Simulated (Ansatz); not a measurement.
# Run report: Fe3Co3H, geometry relaxation (part 3 of 3)

The same run, continued: Fe3Co3H (slab, 7 atoms in the cell); DFT PBEsol, scalar-relativistic, plane waves, PAW, spin-polarised (Ansatz 0.2.0); cutoff 420 eV, 10×10×1 k-mesh, Gaussian smearing of 0.1 eV, collinear spins. The structure derives from an entry of the Crystallography Open Database. The input holds or restrains some coordinates. Forces given for the steps count only the free coordinates. It belongs to a series of runs on one base structure; here: H over the place (0/3, 0/3) of the surface cell, its height relaxed.

Geometry of the input (Å; fractional positions):
```
2.8004  0.0000  0.0000
0.0000  2.8004  0.0000
0.0000  0.0000  26.0010
Fe 0.5000  0.5000  0.3269
Co 0.0000  0.0000  0.3808
Fe 0.5000  0.5000  0.4346
Co 0.0000  0.0000  0.4875
Fe 0.5000  0.5000  0.5438
Co 0.0000  0.0000  0.5915
H  0.0000  0.0000  0.6522
```

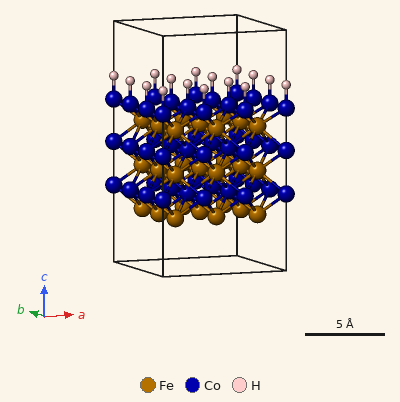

Figure 1. The geometry at step 3 of the log (ball-and-stick view of the 3 × 3 repeat of the cell, with the vacuum cut short, seen slightly off an axis).

```
WARN: The output density's exchange-correlation potential varies sharply where the density is thin. Do not read a vacuum level from v_tot or v_xc, or from such a field of the output density. On a cell that repeats whose density bears no net charge and no dipole along the vacuum's axis use v_es (v_loc + v_h of the components); under efield.dipole_correction with no amplitude use v_es + v_field, which holds any external_charges[].barrier, or the levels of the report's work_function block, which leave it out; under a non-zero efield.amplitude the vacuum is tilted and has no level; on a cell that repeats and bears such a dipole with no correction it is tilted too, and efield.dipole_correction with no amplitude gives each side of its ramp a level where efield: is served; in a cell that repeats whose density bears a net charge (total_charge, or a fill off its count) it is curved and has none; of a slab under crystal.periodic whose density bears no net charge use v_es, which has a level on each side, short of where the two are joined; of another it falls or rises all the way out and has none; of a slab beside external_charges read slab_vacuum_level instead, which it has where they leave it neutral. The grid or the basis barely resolves most such structure, and the values can differ between equally converged runs; as a rule a tighter scf.convergence.dr2_threshold does not remove it. Where the density itself ripples (under the LDA too) a higher basis.ecutwfc lessens it. The files hold the spikes' plane waves up to the density's cutoff. Files: v_tot_of_output_density and the like, and their columns of v_z.tsv (output.write_potential); v_xc_of_output_density and the like, and their columns of v_comp_z.tsv (output.write_potential_components). Measured: with its Gaussian average of σ = 0.25 Å subtracted twice, the exchange-correlation potential is over 0.1 eV at 345 of the grid points where the equally averaged density (valence and model cores) is under 1e-3 e/Å³, and 0.531 eV at the most among them, at an averaged density of 2.9e-8 e/Å³. The input density's (outcome.potential() and, of a run that writes arrays, v_tot and v_xc) is over 0.1 eV, so measured, at 19 points of its own thin density, 0.271 eV at the most. See output.write_potential in the manual, Limitations
SCF converged after 4 iterations
Magnetization: 12.8235 μB (56.4118 up, 43.5882 down)
Absolute magnetization: 13.6118 μB (∫|ρ↑−ρ↓|, with the PAW one-centre terms)
Spin contamination: 0.2350 ħ² per cell (⟨S²⟩ above its minimum at these occupations)
Per-site moments (μB) at R_I (Å): [(2.931937149634093, 1.000408043521343), (1.7863998576554074, 1.000408043521343), (2.7302420085958263, 0.994163222395491), (1.7267636628955876, 0.994163222395491), (2.553504363793182, 0.963580786145948), (0.9931434036409033, 0.6136829444971019), (-0.05735726594722425, 0.6136829444971019)]
Free energy (F): -28638.272185 eV
Harris-Foulkes:  -28638.272185 eV  (|F-HF|=8.28e-8)
Internal energy: -28638.247135 eV  (E = F + TS)
E sigma→0 (E₀):  -28638.259660 eV
Entropy (-TS):   -0.025050 eV (-3.579 meV/atom)
Fermi energy:    2.898168 eV
Dipole field:    D = -0.071038 V/Å  (p = -0.080051 e·Å, saw-weighted, corrected)
Work function:   Φ+ = 5.8817 eV   Φ− = 4.0346 eV
Levels:          The Fermi level and band energies are counted from a zero that moves with the ramp; work functions are not
--- Per-component energies (eV) ---
  E_band       = -2942.445873
  E_kinetic    = 2420.887677
  E_local      = -244533.380018  (includes V_loc(G=0)·N_el)
  E_nonlocal   = 2036.806012
  E_hartree    = 120287.307243
  E_xc         = -828.849516
  E_vxc        = -1073.184164  (∫ρ·V_xc dr)
  E_paw        = -8458.853517  (= ΣΔE_a)
  E_vpaw       = -2363.353806  (= ΣTr[D̂ρ^β])
  E_aug_tail   = 0.001676  (compensation charges beyond the density's cutoff)
  E_efield     = 0.002843  (sawtooth field / dipole correction)
  E_vefield    = -4.812781  (∫n·V_field dr)
  E_ewald      = 100436.727601
  E_core_change = 1.102863  (= ΣΔE_core)
  E_smearing   = -0.025050  (= −TS)
  E_closure    = -0.000000  (closes the sum)
  Σ components = -28638.272185   (vs F -28638.272185, Δ=0.00e0)
--- Forces (eV/Å), atoms counted from 1 ---
  atom   1  Fe     0.00000000     0.00000000     0.33478751
  atom   2  Co    -0.00000000     0.00000000    -0.46898792
  atom   3  Fe     0.00000000     0.00000000     0.12916147
  atom   4  Co    -0.00000000     0.00000000    -0.05403569
  atom   5  Fe     0.00000000     0.00000000     0.07459937
  atom   6  Co    -0.00000000     0.00000000    -0.00134352
  atom   7  H     -0.00000000     0.00000000    -0.01423526
  max |Σ_I F_I| component: 5.40e-5 eV/Å
--- Band table (eV; the first three rows and the last of 42) ---
  k-point 0 ↑: bands = ["-93.2195", "-93.0643", "-92.2536", "-85.6767", "-85.6641", "-85.4037", "-56.6261", "-56.6261", "-56.5543", "-56.4495", "-56.4465", "-56.4465", "-55.7107", "-55.6222", "-55.6222", "-51.9942", "-51.8372", "-51.7972", "-51.7972", "-51.7517", "-51.7517", "-51.6077", "-51.5216", "-51.5216", "-6.0021", "-4.7074", "-3.0915", "-2.4672", "-2.4453", "-1.9622", "-1.8666", "-1.4781", "-1.0991", "-0.7629", "-0.1590", "-0.1590", "-0.0843", "-0.0354", "0.0434", "0.0434", "0.3304", "0.3304", "0.3949", "0.6764", "0.6789", "0.8366", "0.8837", "0.8837", "1.2686", "1.2984", "1.4719", "1.5567", "1.5567", "1.8573", "1.9886", "2.1628", "2.1628", "2.6460", "3.5068", "5.5987", "6.9247", "7.9491", "8.4802", "9.4163", "9.7460", "11.1637", "12.0271", "12.9382", "12.9382", "13.8556"]
  k-point 1 ↑: bands = ["-93.2191", "-93.0639", "-92.2532", "-85.6761", "-85.6636", "-85.4031", "-56.6308", "-56.6255", "-56.5541", "-56.4512", "-56.4492", "-56.4460", "-55.7105", "-55.6269", "-55.6216", "-51.9934", "-51.8364", "-51.8041", "-51.7969", "-51.7584", "-51.7513", "-51.6067", "-51.5285", "-51.5214", "-5.7970", "-4.5256", "-2.9610", "-2.3935", "-2.3510", "-1.8947", "-1.8018", "-1.4178", "-1.0651", "-0.7388", "-0.2933", "-0.2560", "-0.2435", "-0.0508", "0.0353", "0.1101", "0.1419", "0.4589", "0.5256", "0.6077", "0.7538", "0.7665", "0.8938", "1.1642", "1.1852", "1.2608", "1.3059", "1.4924", "1.7709", "1.8739", "1.9158", "2.0843", "2.2506", "2.6288", "3.6293", "5.7738", "7.1177", "8.1458", "8.6766", "9.6153", "9.9340", "11.3403", "11.4775", "12.2346", "13.1682", "13.2973"]
  k-point 2 ↑: bands = ["-93.2181", "-93.0629", "-92.2522", "-85.6746", "-85.6620", "-85.4016", "-56.6430", "-56.6241", "-56.5536", "-56.4634", "-56.4484", "-56.4446", "-55.7101", "-55.6389", "-55.6200", "-51.9913", "-51.8343", "-51.8220", "-51.7960", "-51.7759", "-51.7501", "-51.6042", "-51.5465", "-51.5209", "-5.2045", "-4.0222", "-2.6711", "-2.2110", "-2.0968", "-1.8431", "-1.6615", "-1.2795", "-0.7231", "-0.6739", "-0.5435", "-0.4915", "-0.2691", "-0.0893", "-0.0516", "0.0249", "0.0574", "0.4659", "0.5483", "0.6997", "0.8301", "0.9046", "0.9668", "0.9998", "1.2194", "1.2472", "1.2924", "1.4126", "1.8208", "1.8437", "2.0054", "2.1199", "2.3527", "2.6352", "3.9489", "6.2008", "7.6537", "8.6426", "8.8614", "9.2563", "9.8093", "10.4855", "10.8766", "12.0430", "12.4391", "12.8924"]
  k-point 20 ↓: bands = ["-91.0346", "-90.9554", "-90.8146", "-82.4651", "-82.3862", "-82.3179", "-54.5298", "-54.5298", "-54.5132", "-54.4684", "-54.4369", "-54.4369", "-54.4036", "-54.1720", "-54.1720", "-48.7635", "-48.7635", "-48.7113", "-48.6761", "-48.6761", "-48.6292", "-48.6118", "-48.5884", "-48.5884", "-1.2757", "-1.1128", "-0.4793", "-0.3335", "0.2734", "0.2734", "0.4184", "0.4184", "0.7381", "0.7627", "0.7627", "0.8089", "1.0013", "1.0013", "1.2430", "1.8317", "1.8317", "3.4726", "3.4760", "3.5744", "3.5756", "3.8081", "3.8218", "3.8455", "3.8455", "4.0924", "4.3811", "4.4964", "4.5630", "4.6337", "4.6554", "4.6554", "5.2899", "7.0994", "7.0994", "9.5392", "9.5392", "11.0014", "11.0455", "11.2237", "11.3568", "12.0491", "12.0788", "12.2814", "12.2814", "12.4210"]
--- Relaxed structure (4 steps of the walk, 4 accepted, 0 SCFs on fresh bases) ---
  F+E_penalty+E_count = -28638.27218515 eV   max|allowed force component| = 1.424e-2 eV/Å
  atoms:
    - { symbol: Fe, position: [0.5, 0.5, 0.32690999240000007] }
    - { symbol: Co, position: [0.0, 0.0, 0.38076199580000003] }
    - { symbol: Fe, position: [0.5, 0.5, 0.43461399920000005] }
    - { symbol: Co, position: [0.0, 0.0, 0.48745111000000013] }
    - { symbol: Fe, position: [0.5, 0.5, 0.5438155382000001] }
    - { symbol: Co, position: [0.0, 0.0, 0.5914735573000001] }
    - { symbol: H, position: [0.0, 0.0, 0.6486911221433955] }
--- Löwdin populations: 7 sites ---
  site symbol       q [e]    m [muB]
     0     Fe     15.7357     3.1225
     1     Co     16.7939     1.7960
     2     Fe     15.7649     2.8022
     3     Co     16.7734     1.7179
     4     Fe     15.7594     2.6285
     5     Co     16.7505     1.2032
     6      H      1.0817    -0.1213
  spilling = 0.013405 (of n_electrons = 100.000000)
```

File populations.tsv
```
# site	symbol	l	j	q_up	q_dn
# orbitals = lowdin
# n_electrons = 100.000000
# spilling = 0.013405
0	Fe	0_3S	-	0.996517	0.996677
0	Fe	0_4S	-	0.542289	0.466604
0	Fe	1_3P	-	2.998709	2.997798
0	Fe	2_3D	-	4.891584	1.845527
1	Co	0_3S	-	0.993527	0.993241
1	Co	0_4S	-	0.483009	0.491389
1	Co	1_3P	-	2.999019	2.998068
1	Co	2_3D	-	4.819364	3.016251
2	Fe	0_3S	-	0.992984	0.993446
2	Fe	0_4S	-	0.478277	0.487467
2	Fe	1_3P	-	2.998608	2.998284
2	Fe	2_3D	-	4.813678	2.002117
3	Co	0_3S	-	0.993238	0.993260
3	Co	0_4S	-	0.463201	0.490647
3	Co	1_3P	-	2.998787	2.998085
3	Co	2_3D	-	4.790411	3.045777
4	Fe	0_3S	-	0.992203	0.992623
4	Fe	0_4S	-	0.459733	0.479240
4	Fe	1_3P	-	2.998223	2.997967
4	Fe	2_3D	-	4.743825	2.095630
5	Co	0_3S	-	0.991226	0.991622
5	Co	0_4S	-	0.443614	0.464324
5	Co	1_3P	-	2.996791	2.996757
5	Co	2_3D	-	4.545217	3.320941
6	H	0_1S	-	0.480204	0.601476
```

Trajectory as extended XYZ (Å, eV, eV/Å), 4 frames, from step=1 to step=4
```
7
Lattice="2.8004 0.0000 0.0000 0.0000 2.8004 0.0000 0.0000 0.0000 26.0010" Properties=species:S:1:pos:R:3:forces:R:3 step=1 energy=-28638.22303
Fe    1.4002    1.4002    8.5000    0.0000   0.0000   0.3359
Co    0.0000    0.0000    9.9002    0.0000   0.0000  -0.4712
Fe    1.4002    1.4002   11.3004    0.0000   0.0000   0.1416
Co    0.0000    0.0000   12.6742    0.0000   0.0000  -0.0397
Fe    1.4002    1.4002   14.1398    0.0000   0.0000   0.0234
Co    0.0000    0.0000   15.3789    0.0000   0.0000   0.9870
H     0.0000    0.0000   16.9589    0.0000   0.0000  -0.9770
7
Lattice="2.8004 0.0000 0.0000 0.0000 2.8004 0.0000 0.0000 0.0000 26.0010" Properties=species:S:1:pos:R:3:forces:R:3 step=2 energy=-28638.26525
Fe    1.4002    1.4002    8.5000    0.0000   0.0000   0.3351
Co    0.0000    0.0000    9.9002    0.0000   0.0000  -0.4697
Fe    1.4002    1.4002   11.3004    0.0000   0.0000   0.1336
Co    0.0000    0.0000   12.6742    0.0000   0.0000  -0.0486
Fe    1.4002    1.4002   14.1398    0.0000   0.0000   0.0557
Co    0.0000    0.0000   15.3789    0.0000   0.0000   0.3952
H     0.0000    0.0000   16.8990    0.0000   0.0000  -0.4023
7
Lattice="2.8004 0.0000 0.0000 0.0000 2.8004 0.0000 0.0000 0.0000 26.0010" Properties=species:S:1:pos:R:3:forces:R:3 step=3 energy=-28638.27218
Fe    1.4002    1.4002    8.5000    0.0000   0.0000   0.3348
Co    0.0000    0.0000    9.9002    0.0000   0.0000  -0.4689
Fe    1.4002    1.4002   11.3004    0.0000   0.0000   0.1292
Co    0.0000    0.0000   12.6742    0.0000   0.0000  -0.0541
Fe    1.4002    1.4002   14.1398    0.0000   0.0000   0.0741
Co    0.0000    0.0000   15.3789    0.0000   0.0000  -0.0017
H     0.0000    0.0000   16.8666    0.0000   0.0000  -0.0138
7
Lattice="2.8004 0.0000 0.0000 0.0000 2.8004 0.0000 0.0000 0.0000 26.0010" Properties=species:S:1:pos:R:3:forces:R:3 step=4 energy=-28638.27219
Fe    1.4002    1.4002    8.5000    0.0000   0.0000   0.3348
Co    0.0000    0.0000    9.9002    0.0000   0.0000  -0.4690
Fe    1.4002    1.4002   11.3004    0.0000   0.0000   0.1292
Co    0.0000    0.0000   12.6742    0.0000   0.0000  -0.0540
Fe    1.4002    1.4002   14.1398    0.0000   0.0000   0.0746
Co    0.0000    0.0000   15.3789    0.0000   0.0000  -0.0013
H     0.0000    0.0000   16.8666    0.0000   0.0000  -0.0142
```

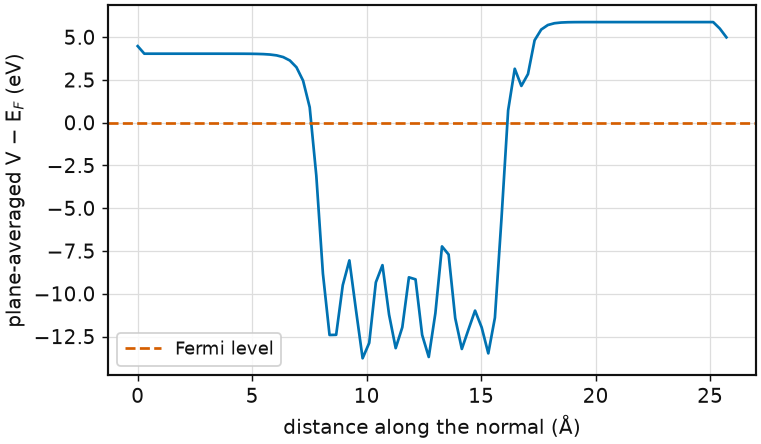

Figure 2. Plane average of the electrostatic potential energy of an electron across the cell, from the Fermi level. The vacuum level lies 5.88 eV above the Fermi level on the upper side and 4.03 eV on the lower.

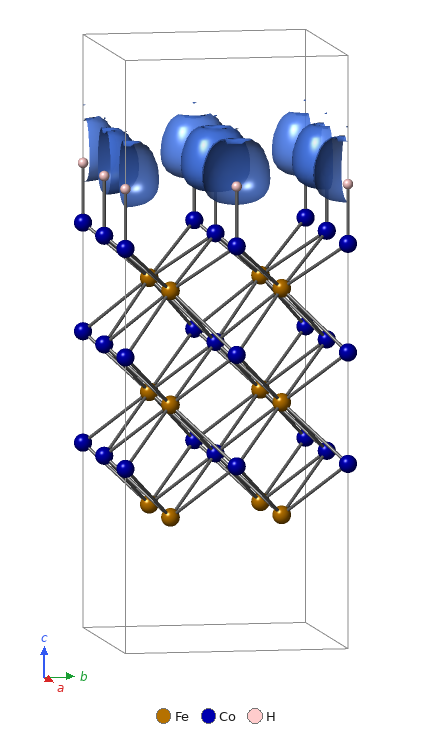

Figure 3. Isosurface of the electron localisation function at 0.75 (blue), seen slightly off an axis. Core shells and regions of very low density are left out. Sticks mark near contacts. Profiles from the grid: Co–H (1.49 Å): the ELF climbs to about 1 towards the hydrogen, as it does in any bond to H. Fe–Co (2.34 Å): the ELF is about 0.25 at the midpoint; no shared electron pair. The fields are those of the smooth PAW valence density.

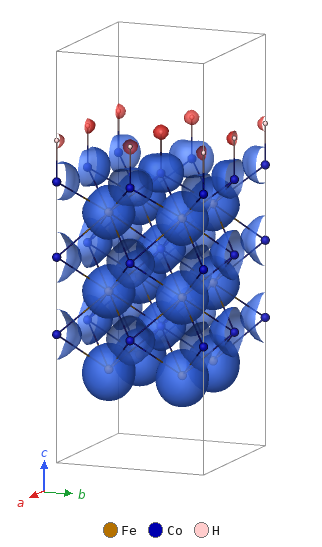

Figure 4. Isosurfaces of the spin density (up minus down) at +0.1 (blue) and −0.1 e/Å³ (red), seen slightly off an axis. Sticks mark near contacts. The cell of the calculation (7 atoms) carries 12.8 μB net.

Summary

```tsv
quantity	value
outcome	converged under the restraints of the input
electrons treated	100
free energy	−28638.2722 eV
work function, top face	5.88 eV
work function, bottom face	4.03 eV
Fermi energy	2.898 eV
gap on the k-point mesh	none (metallic)
net moment of the cell	12.82 μB
integrated absolute moment	13.61 μB
final volume	203.91 Å³
work function (upper face)	5.88 eV
largest force (length of the vector) at the end, held atoms and coordinates included	0.469 eV/Å
wall time	99 s (CPU time 6.5 min)
peak memory	0.92 GiB
```

Remarks

Warnings of the run: the exchange-correlation potential is rough where the density is thin.
